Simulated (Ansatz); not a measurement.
# The perfect SiC wire along [110], 2 atoms a period, H-terminated, part 3 of 3

Aim: is the SiC wire along [110], 2 atoms a period, H-terminated a metal or a semiconductor?

Ansatz 0.2.0; DFT PBE, plane waves, PAW; relaxation of a wire's period (the session's first sound run).

So far, band gap (eV): step 3 (the wire at its relaxed period, PBE) 5.07; step 4 (levels at the same atoms, level LDA, cutoff 420 eV, LDA PBE) 5.07; step 5 (levels at the same atoms, level PBEsol, cutoff 420 eV, PBEsol PBE) 5.09; step 6 (another level of theory, level r2SCAN, cutoff 500 eV, r2SCAN PBE) 5.80.

## 8. Strain along the wire, period over the relaxed period 1.03, k-mesh 1×1×19

This step: DFT PBE, plane waves, PAW; relaxation at a fixed period (Ansatz 0.2.0).

The period is set to 1.03 times the relaxed one and the atoms relax within it: strain changes bond lengths and angles, which shifts the bands against each other. Against the first PBE run of this kind, the mesh along the wire has 19 points against 26.

The cell differs from the one that the last finished run ended in (c 3.155 → 3.249 Å).

input.yaml reads:

```yaml
crystal:
  lattice:
    - [9.39, 0.0, 0.0]
    - [0.0, 9.2, 0.0]
    - [0.0, 0.0, 3.2493621229]
  atoms:
    - { symbol: H, position: [0.362524864, 0.63139812, 0.0] }
    - { symbol: Si, position: [0.456773124, 0.500027171, 0.0] }
    - { symbol: C, position: [0.566705413, 0.500027171, 0.5] }
    - { symbol: H, position: [0.636549722, 0.403786148, 0.5] }
    - { symbol: H, position: [0.636549722, 0.596268194, 0.5] }
    - { symbol: H, position: [0.362524864, 0.368656222, 0.0] }
kpoints:
  mp_grid: { grid: [1, 1, 19] }
  band_path: { path: ["Γ", Z], npoints: 50 }
scf:
  occupations: { method: fermi_dirac, width: 0.05 }
hamiltonian:
  xc: pbe
relax:
  max_steps: 40
  f_tol: 0.02
output:
  stress: true
```

Run with:

```bash
$ ansatz run input.yaml --threads 8 --pin off --max-ram 16384MiB --backend cpu --events-out ev --progress --plain --runs-dir out
```

Numbers of over 12 decimals in the logs are rounded to 6 here.

Output:

```text
Warning: output.stress: scf.convergence.dr2_threshold = 1e-7 eV (the SCF's general default) is looser than the 6e-10 eV advised for a printed stress (1e-10 eV for each atom of the cell: 6). What an SCF threshold leaves in a stress goes as its square root, and in the free energy as the threshold itself, and one threshold admits the most on a small cell: [figures from the program's tests cut] Every solve of this run an [...]
[...]
Crystal: 6 atoms, lattice volume = 280.706 Å³
Basis set: ecut = 420 eV, 5515 PW (Γ), exchange–correlation on 128×128×48 points (8 copies of the dense FFT grid, shifted against one another)
Bands: 12, of which v1, the nominal top of the filled ones, is band 6 counted from 1 (5 counted from 0)
Symmetry: 4 space group operations
[...]
k-points: 10 of 19
[...]
SCF iter   1: F=—  HF=-950.896260 eV  |F-HF|=—  |Δ(HF+E_count)|=         —  Δρ=1.42e-3  dr2=6.58e-3  ethr=1.77e-3  ⟨swp⟩=6.6  Hψ=991  notcnv=0
[...]
SCF iter   6: F=-950.905747 eV  HF=-950.905747 eV  |F-HF|=1.24e-7  |Δ(HF+E_count)|=   1.26e-6  Δρ=9.73e-6  dr2=2.80e-7  ethr=2.20e-8  ⟨swp⟩=3.0  Hψ=415  notcnv=0
SCF 1 converged in 6 iterations: F = -950.905747 eV  dr2 = 2.80e-7
[...]
relax step   1: F+E_penalty+E_count = -950.90574706 eV  Δ(F+E_penalty+E_count) = +0.000e0 eV  max|allowed force component| = 3.737e-1 eV/Å  Δτ_max = 0.0000 Å  (6 SCF iters, dr2 threshold 1.00e-5 eV, accepted)
[...]
SCF iter   4: F=-950.909909 eV  HF=-950.909910 eV  |F-HF|=1.06e-6  |Δ(HF+E_count)|=   1.02e-6  Δρ=4.20e-5  dr2=3.67e-6  ethr=7.28e-8  ⟨swp⟩=5.2  Hψ=384  notcnv=0
SCF 2 converged in 4 iterations: F = -950.909909 eV  dr2 = 3.67e-6
[...]
relax step   2: F+E_penalty+E_count = -950.90990920 eV  Δ(F+E_penalty+E_count) = -4.162e-3 eV  max|allowed force component| = 1.414e-1 eV/Å  Δτ_max = 0.0106 Å  (4 SCF iters, dr2 threshold 8.73e-6 eV, accepted)
SCF iter   1: F=—  HF=-950.910353 eV  |F-HF|=—  |Δ(HF+E_count)|=         —  Δρ=2.92e-4  dr2=2.58e-4  ethr=1.42e-5  ⟨swp⟩=2.7  Hψ=384  notcnv=0  defer=15
[...]
SCF iter   4: F=-950.910303 eV  HF=-950.910304 eV  |F-HF|=6.06e-7  |Δ(HF+E_count)|=   6.01e-7  Δρ=1.37e-5  dr2=7.69e-7  ethr=1.04e-8  ⟨swp⟩=5.5  Hψ=389  notcnv=0
SCF 3 converged in 4 iterations: F = -950.910303 eV  dr2 = 7.69e-7
relax step   3: F+E_penalty+E_count = -950.91030334 eV  Δ(F+E_penalty+E_count) = -3.941e-4 eV  max|allowed force component| = 2.031e-2 eV/Å  Δτ_max = 0.0038 Å  (4 SCF iters, dr2 threshold 1.25e-6 eV, accepted)
SCF iter   1: F=—  HF=-950.910315 eV  |F-HF|=—  |Δ(HF+E_count)|=         —  Δρ=4.12e-5  dr2=4.17e-6  ethr=7.14e-7  ⟨swp⟩=2.3  Hψ=337  notcnv=0  defer=15
[...]
SCF iter   3: F=-950.910313 eV  HF=-950.910313 eV  |F-HF|=1.02e-8  |Δ(HF+E_count)|=   3.36e-8  Δρ=5.91e-6  dr2=5.76e-8  ethr=8.33e-10  ⟨swp⟩=5.7  Hψ=401  notcnv=0
SCF 4 converged in 3 iterations: F = -950.910313 eV  dr2 = 5.76e-8
relax step   4: F+E_penalty+E_count = -950.91031300 eV  Δ(F+E_penalty+E_count) = -9.653e-6 eV  max|allowed force component| = 1.111e-3 eV/Å  Δτ_max = 0.0005 Å  (3 SCF iters, accepted)
[...]
the band table was solved once a step of the walk had ended and its energy, with any forces and stress, was formed, with the checks that follow a solve (1308 applications of the Hamiltonian). They found nothing against the state; the energy, forces and stress were not computed again (output.eigenvalues in the input reference)
[...]
SCF converged after 3 iterations
Free energy (F): -950.910313 eV
[...]
Internal energy: -950.910313 eV  (E = F + TS)
E sigma→0 (E₀):  -950.910313 eV
Fermi energy:    -2.640821 eV
[...]
--- Forces (eV/Å), atoms counted from 1 ---
  atom   1  H     -0.00072790     0.00028613     0.00000000
  atom   2  Si     0.00014116     0.00000000    -0.00000000
  atom   3  C     -0.00092907     0.00000000    -0.00000000
  atom   4  H      0.00110556     0.00002686     0.00000000
  atom   5  H      0.00110556    -0.00002686    -0.00000000
  atom   6  H     -0.00072790    -0.00028613    -0.00000000
  max |Σ_I F_I| component: 3.26e-5 eV/Å
--- Stress (GPa, compression-positive) ---
       -0.008652      -0.000000       0.000000
       -0.000000       0.008009      -0.000000
        0.000000      -0.000000      -1.077863
  P = ⅓ Tr σ = -0.3595 GPa (-3.595 kbar)
--- Band table (eV; the first three rows and the last of 10) ---
  k-point 0: bands = [... 2 lower, -9.3657, -6.4888, -6.0695, -5.2549, -0.0177, 0.5962, 1.2083, 1.5912, ... 2 higher]
  k-point 1: bands = [... 2 lower, -9.3470, -6.4837, -6.0862, -5.3968, 0.0723, 0.6795, 1.2558, 1.6284, ... 2 higher]
  k-point 2: bands = [... 2 lower, -9.2915, -6.4694, -6.1661, -5.7296, 0.2574, 0.9014, 1.4067, 1.7400, ... 2 higher]
  k-point 9: bands = [... 2 lower, -8.5013, -7.6731, -6.8594, -6.4463, 1.1866, 2.0451, 2.5696, 2.8557, ... 2 higher]
--- Relaxed structure (4 steps of the walk, 4 accepted, 0 SCFs on fresh bases) ---
  F+E_penalty+E_count = -950.91031300 eV   max|allowed force component| = 1.111e-3 eV/Å
  atoms:
    - { symbol: H, position: [0.363805, 0.631515, 0] }
    - { symbol: Si, position: [0.457828, 0.500027171, 0] }
    - { symbol: C, position: [0.565148, 0.500027171, 0.5] }
    - { symbol: H, position: [0.635521, 0.404065, 0.5] }
    - { symbol: H, position: [0.635521, 0.595990, 0.5] }
    - { symbol: H, position: [0.363805, 0.368539, 0] }
```

Wall time 6 s (8 threads of Intel Xeon Platinum 8488C (Sapphire Rapids), shared host); peak memory 0.62 GiB; 23 s of CPU time.

Relaxation path:

| step | energy less that of the first step (eV) | largest force component (eV/Å) |
| --- | --- | --- |
| 1 | 0.0000 | 0.3737 |
| 2 | -0.0042 | 0.1414 |
| 3 | -0.0046 | 0.0203 |
| 4 | -0.0046 | 0.0011 |

The run keeps the 4 symmetry operations that it works with, so distortions that break them were not tested.

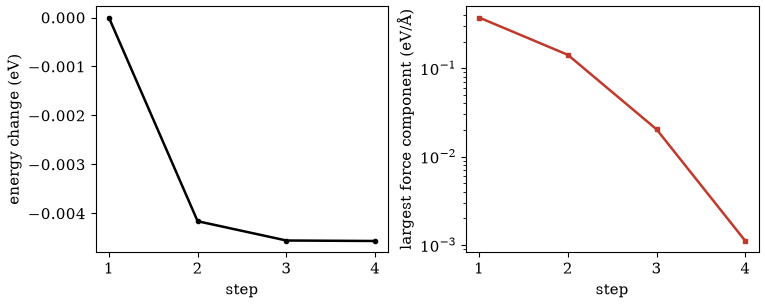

Energy and largest force along the relaxation.

The atoms that moved most (Å):

| atom | dx | dy | dz | length |
| --- | --- | --- | --- | --- |
| C3 | -0.015 | 0.000 | 0.000 | 0.015 |
| H1 | 0.012 | 0.001 | 0.000 | 0.012 |
| H6 | 0.012 | -0.001 | 0.000 | 0.012 |
| H5 | -0.010 | -0.003 | 0.000 | 0.010 |
| H4 | -0.010 | 0.003 | 0.000 | 0.010 |
| Si2 | 0.010 | 0.000 | 0.000 | 0.010 |

Final coordinates:

```xyz
6
Lattice="9.3900 0.0000 0.0000 0.0000 9.2000 0.0000 0.0000 0.0000 3.2494" Properties=species:S:1:pos:R:3
H     3.4161    5.8099    0.0000
Si    4.2990    4.6002    0.0000
C     5.3067    4.6002    1.6247
H     5.9675    3.7174    1.6247
H     5.9675    5.4831    1.6247
H     3.4161    3.3906    0.0000
```

This step gave:

```
band gap : 5.237 eV
```

Electronic bands along the path, in eV, zero at the Fermi level:

| point | band 3 | band 4 | band 5 | band 6 | band 7 | band 8 | band 9 | band 10 |
| --- | --- | --- | --- | --- | --- | --- | --- | --- |
| Γ | -6.72 | -3.85 | -3.43 | -2.61 | 2.62 | 3.24 | 3.85 | 4.23 |
| Z | -5.85 | -5.02 | -4.24 | -3.81 | 3.84 | 4.68 | 5.21 | 5.48 |

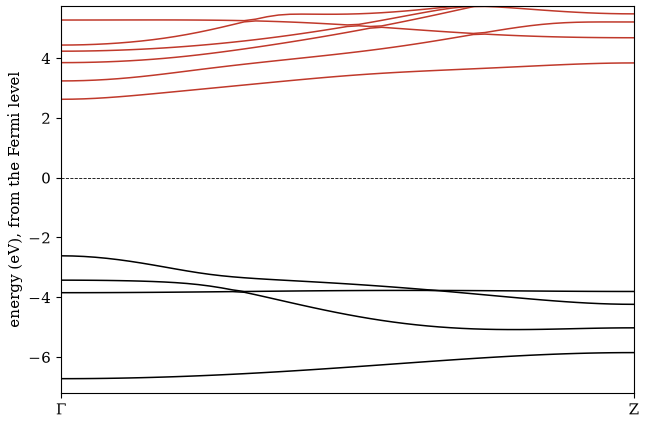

Electronic bands along the path; lines of filled and empty bands in two colours.

The gap is 5.24 eV, against 5.07 eV under PBE at the relaxed period.

## 9. Strain along the wire, period over the relaxed period 0.97, k-mesh 1×1×20

The period is set to 0.97 times the relaxed one and the atoms relax within it: strain changes bond lengths and angles, which shifts the bands against each other. Against the first PBE run of this kind, the mesh along the wire has 20 points against 26.

The cell differs from the one that the last finished run ended in (c 3.249 → 3.060 Å).

Changes to input.yaml since step 8:

```diff
@@ -4,3 +4,3 @@
     - [0.0, 9.2, 0.0]
-    - [0.0, 0.0, 3.2493621229]
+    - [0.0, 0.0, 3.0600788924]
   atoms:
@@ -13,3 +13,3 @@
 kpoints:
-  mp_grid: { grid: [1, 1, 19] }
+  mp_grid: { grid: [1, 1, 20] }
   band_path: { path: ["Γ", Z], npoints: 50 }
```

Output:

```text
[...]
Crystal: 6 atoms, lattice volume = 264.354 Å³
Basis set: ecut = 420 eV, 5171 PW (Γ), exchange–correlation on 128×128×48 points (8 copies of the dense FFT grid, shifted against one another)
Bands: 12, of which v1, the nominal top of the filled ones, is band 6 counted from 1 (5 counted from 0)
Symmetry: 4 space group operations
[...]
F+E_penalty+E_count = -950.90545302 eV   max|allowed force component| = 1.573e-2 eV/Å
  atoms:
    - { symbol: H, position: [0.361227, 0.631362, 2.2100115049685223e-19] }
    - { symbol: Si, position: [0.455591, 0.500027, 2.0136583640452398e-19] }
    - { symbol: C, position: [0.568338, 0.500027, 0.500000] }
    - { symbol: H, position: [0.637622, 0.403496, 0.500000] }
    - { symbol: H, position: [0.637622, 0.596558, 0.500000] }
    - { symbol: H, position: [0.361227, 0.368692, 2.210011504968528e-19] }
[key lines of the parts left out:]
SCF converged after 2 iterations
Free energy (F): -950.905453 eV
Fermi energy:    -2.204662 eV
P = ⅓ Tr σ = 0.4189 GPa (4.189 kbar)
```

Run time: 4 s. Hardware: 8 threads; peak memory 0.61 GiB; 21 s of CPU time.

Relaxation path:

| step | energy less that of the first step (eV) | largest force component (eV/Å) |
| --- | --- | --- |
| 1 | 0.0000 | 0.4990 |
| 2 | -0.0053 | 0.2277 |
| 3 | -0.0064 | 0.0174 |
| 4 | -0.0064 | 0.0157 |

Forces are held to the 4 operations that the run works with; a distortion that breaks them can't arise in this run.

The atoms that moved most (Å):

| atom | dx | dy | dz | length |
| --- | --- | --- | --- | --- |
| C3 | 0.015 | 0.000 | 0.000 | 0.015 |
| H6 | -0.012 | 0.000 | 0.000 | 0.012 |
| H1 | -0.012 | 0.000 | 0.000 | 0.012 |
| Si2 | -0.011 | 0.000 | 0.000 | 0.011 |
| H4 | 0.010 | -0.003 | 0.000 | 0.010 |
| H5 | 0.010 | 0.003 | 0.000 | 0.010 |

Final coordinates:

```xyz
6
Lattice="9.3900 0.0000 0.0000 0.0000 9.2000 0.0000 0.0000 0.0000 3.0601" Properties=species:S:1:pos:R:3
H     3.3919    5.8085    0.0000
Si    4.2780    4.6002    0.0000
C     5.3367    4.6002    1.5300
H     5.9873    3.7122    1.5300
H     5.9873    5.4883    1.5300
H     3.3919    3.3920    0.0000
```

Numbers from this step:

```
band gap : 4.762 eV
```

Electronic bands along the path, in eV, zero at the Fermi level:

| point | band 3 | band 4 | band 5 | band 6 | band 7 | band 8 | band 9 | band 10 |
| --- | --- | --- | --- | --- | --- | --- | --- | --- |
| Γ | -7.26 | -4.31 | -4.07 | -2.37 | 2.39 | 3.18 | 3.56 | 3.76 |
| Z | -6.20 | -5.64 | -4.67 | -4.02 | 3.24 | 4.53 | 5.08 | 5.16 |

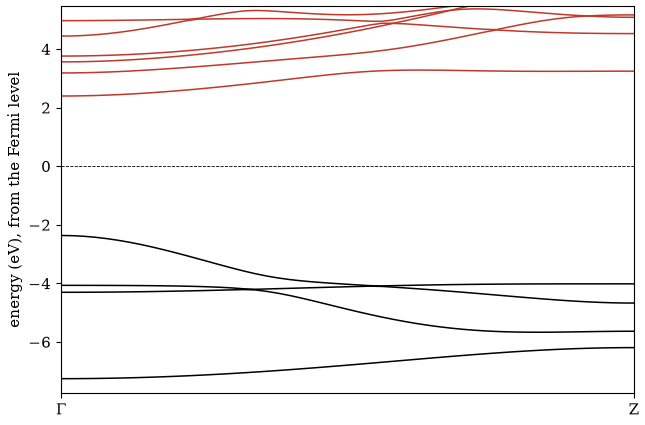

Electronic bands along the path; lines of filled and empty bands in two colours.

The gap is 4.76 eV, against 5.07 eV under PBE at the relaxed period.

## 10. The same system on other settings

This step: DFT LDA, plane waves, PAW; bands of a perfect wire at the PBE geometry; changed: basis.ecutrho_ratio = 8, kpoints.mp_grid.grid = [1, 1, 25] (Ansatz 0.2.0).

The atoms of the band run (LDA) are kept and the input is varied, to see whether the result depends on it.

Changes to input.yaml since step 9:

```diff
@@ -4,3 +4,3 @@
     - [0.0, 9.2, 0.0]
-    - [0.0, 0.0, 3.0600788924]
+    - [0.0, 0.0, 3.1547205077]
   atoms:
@@ -13,3 +13,3 @@
 kpoints:
-  mp_grid: { grid: [1, 1, 20] }
+  mp_grid: { grid: [1, 1, 25] }
   band_path: { path: ["Γ", Z], npoints: 50 }
@@ -18,7 +18,4 @@
 hamiltonian:
-  xc: pbe
-relax:
-  max_steps: 40
-  f_tol: 0.02
-output:
-  stress: true
+  xc: lda
+basis:
+  ecutrho_ratio: 8
```

Output:

```text
[...]
Crystal: 6 atoms, lattice volume = 272.530 Å³
Basis set: ecut = 420 eV, 5331 PW (Γ)
Bands: 12, of which v1, the nominal top of the filled ones, is band 6 counted from 1 (5 counted from 0)
Symmetry: 4 space group operations
[...]
k-points: 13 of 25
[...]
SCF iter   1: F=—  HF=-914.329171 eV  |F-HF|=—  |Δ(HF+E_count)|=         —  Δρ=4.29e-3  dr2=3.83e-2  ethr=1.77e-3  ⟨swp⟩=6.9  Hψ=1308  notcnv=0
[...]
SCF iter   7: F=-914.330146 eV  HF=-914.330146 eV  |F-HF|=1.09e-8  |Δ(HF+E_count)|=   1.13e-7  Δρ=1.17e-6  dr2=4.79e-9  ethr=8.33e-10  ⟨swp⟩=8.8  Hψ=770  notcnv=0
SCF 1 converged in 7 iterations: F = -914.330146 eV  dr2 = 4.79e-9
[...]
SCF converged after 7 iterations
Free energy (F): -914.330146 eV
[...]
Internal energy: -914.330146 eV  (E = F + TS)
E sigma→0 (E₀):  -914.330146 eV
Fermi energy:    -2.569734 eV
[...]
--- Band table (eV; the first three rows and the last of 13) ---
  k-point 0: bands = [... 2 lower, -9.5032, -6.5047, -6.2320, -5.0968, -0.0223, 0.7607, 1.2091, 1.5387, ... 2 higher]
  k-point 1: bands = [... 2 lower, -9.4909, -6.4998, -6.2372, -5.1934, 0.0210, 0.8022, 1.2412, 1.5613, ... 2 higher]
  k-point 2: bands = [... 2 lower, -9.4541, -6.4855, -6.2575, -5.4521, 0.1302, 0.9046, 1.3373, 1.6291, ... 2 higher]
  k-point 12: bands = [... 2 lower, -8.5034, -7.8820, -6.9707, -6.3484, 0.8309, 1.9140, 2.5665, 2.5940, ... 2 higher]
```

Wall time 3 s (8 threads); peak memory 0.69 GiB.

This step gave:

* band gap: 5.075 eV

It took 3 s against 2.5 s for the run it varies.

The band gap stays within 0.2 % plus 0.001 of the run it varies.

Against step 4 (now k-mesh 1×1×25 and other density grid), the band gap stays at 5.07 eV and the free energy stays within 0.05 meV an atom. The band gap moves by under 1 % between these two settings.

## 11. A repeat with changed settings

This step: DFT LDA, plane waves, PAW; bands of a perfect wire at the PBE geometry; changed: basis.ecutwfc = "40 Ry/bohr", scf.max_iter = 75 (Ansatz 0.2.0).

The input of the band run (LDA) is made doubtful on purpose.

Changes to input.yaml since step 10:

```diff
@@ -13,3 +13,3 @@
 kpoints:
-  mp_grid: { grid: [1, 1, 25] }
+  mp_grid: { grid: [1, 1, 20] }
   band_path: { path: ["Γ", Z], npoints: 50 }
@@ -17,2 +17,3 @@
   occupations: { method: fermi_dirac, width: 0.05 }
+  max_iter: 75
 hamiltonian:
@@ -20,2 +21,2 @@
 basis:
-  ecutrho_ratio: 8
+  ecutwfc: "40 Ry/bohr"
```

Output:

```text
Error: YAML parse error: error: line 22 column 12: unknown unit factor `Ry/bohr`
  --> <input>:22:12
   |
20 |   xc: lda
21 | basis:
22 |   ecutwfc: "40 Ry/bohr"
   |            ^ unknown unit factor `Ry/bohr`
```

The job ended after 0.03 s (8 threads; peak memory 0.07 GiB).

The program refused the input before any cycle.

The program's message: “Error: YAML parse error: error: line 22 column 12: unknown unit factor `Ry/bohr`”

The change that led to it: basis.ecutwfc = "40 Ry/bohr".

## 12. Summary of results

```yaml
cell_length_pbe: 3.155 Å
gap_pbe: 5.07 eV
gap_lda: 5.07 eV
gap_pbesol: 5.09 eV
gap_r2scan: 5.80 eV
gap_period_scaled_by_1p03: 5.24 eV
gap_period_scaled_by_0p97: 4.76 eV
```

What this shows: Under PBE the cell's length is 3.15 Å, and a gap of 5.07 eV makes it a semiconductor. At the relaxed period the wire is gapped under every functional, from 5.07 eV (LDA) to 5.80 eV (r2SCAN). Weak screening in one dimension makes quasiparticle gaps larger than the semilocal gaps, as a rule. Strain matters: under PBE the gap goes from 5.07 eV to 4.76 eV at 0.97 times the period and 5.24 eV at 1.03 times the period. Transport is coherent and elastic here: the atoms are frozen, so scattering by vibrations plays no part. Plain hydrogen on a compound's surface is a simple closure: it may leave surface states, and facets that end in unlike atoms put a field across the wire, both of which shrink the gap.

[Logs are printed without paths, hosts, clocks, repeated set-up lines and the standing remarks that a program may print on its own settings, such as how far it seeks lower states.]

[Hosts, paths, dates, database ids (printed as entryN), source tags and the programs' standing remarks are cut or masked in the printed files.]
